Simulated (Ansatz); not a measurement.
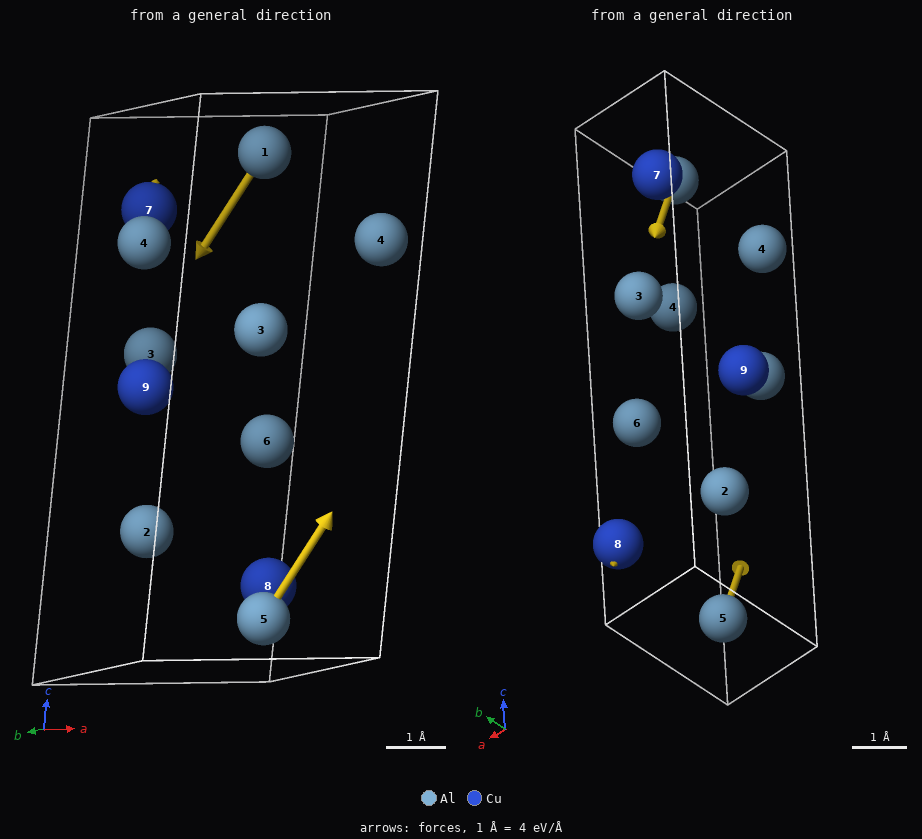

This spheres-only model is shown from two general directions. The simulation cell is outlined; an atom on or near a face, edge or corner is repeated at each equivalent position. The arrows are the computed forces on the atoms.

System: Al2Cu. Run with DFT PBEsol, scalar-relativistic, plane waves, PAW in Ansatz 0.2.0 and these settings: wavefunction cutoff 420 eV, k-point mesh 13×13×5, Gaussian smearing of 0.15 eV, no spin polarisation.

Q: Are the forces small enough to call this converged?

A: No. The atoms still feel forces of up to about 7.3 eV/Å, far above a usual threshold of 0.01 to 0.03 eV/Å.

Q: On which atom is the force largest?

A: Al1 and Al5, about 7.3 eV/Å.

Origin of the cell: a structure listed in the Materials Project. The cell was then strained or its atoms displaced on purpose. It was run through Ansatz as a DFT input.
